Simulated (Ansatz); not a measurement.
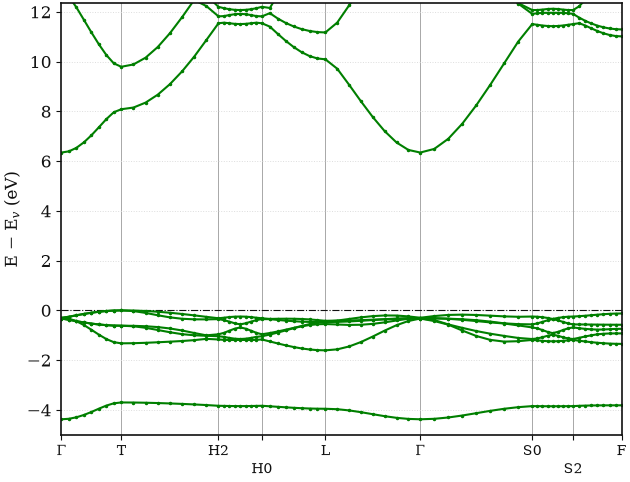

Band structure. Energies are counted from the top of the valence band. The path runs straight from each named point to the next.

**Which Bravais lattice do the labels of the path belong to?**

A rhombohedral lattice: the path Γ–T–H2–H0–L–Γ–S0–S2–F runs through the special points of its Brillouin zone.

This input was run:

```
crystal:
  lattice:
    - [1.7284452171, 0.9979183114, 4.6388706988]
    - [-1.7284452171, 0.9979183114, 4.6388706988]
    - [0.0, -1.9958366228, 4.6388706988]
  atoms:
    - { symbol: Na, position: [0.0, 0.0, 0.0] }
    - { symbol: H, position: [0.5, 0.5, 0.5] }
    - { symbol: F, position: [0.41, 0.41, 0.41] }
    - { symbol: F, position: [0.59, 0.59, 0.59] }
kpoints:
  mp_grid: { grid: [10, 10, 10] }
  band_path:
    path:
      - [0.0, 0.0, 0.0]
      - [0.5, 0.5, 0.5]
      - [0.8024819821, 0.1975180179, 0.5]
      - [0.5, -0.1975180179, 0.1975180179]
      - [0.5, 0.0, 0.0]
      - [0.0, 0.0, 0.0]
      - [0.3487590089, -0.3487590089, 0.0]
      - [0.6512409911, 0.0, 0.3487590089]
      - [0.5, 0.0, 0.5]
    npoints: 8
scf:
  occupations: { method: fermi_dirac, width: 0.02 }
hamiltonian:
  xc: lda
  pseudopotentials: { kind: all_electron, datasets: crystal }
output:
  forces: true
  stress: true
  eigenvalues: true
  efg: { contact_densities: true }
```

Run as:
```bash
ansatz run input.yaml --threads 1 --pin off --max-ram 4096MiB --backend cpu --events-out ev --progress --plain --runs-dir out
```

**What does the band structure say about the gap?**

An insulator. The gap along this path is 6.35 eV and indirect, from the valence-band top at T to the conduction-band bottom at Γ; the smallest direct gap is 6.64 eV, at Γ.

The atoms aren't at rest in this cell (largest force 2.2 eV/Å), so the relaxed material can differ. The cell is at −7 GPa in this functional.
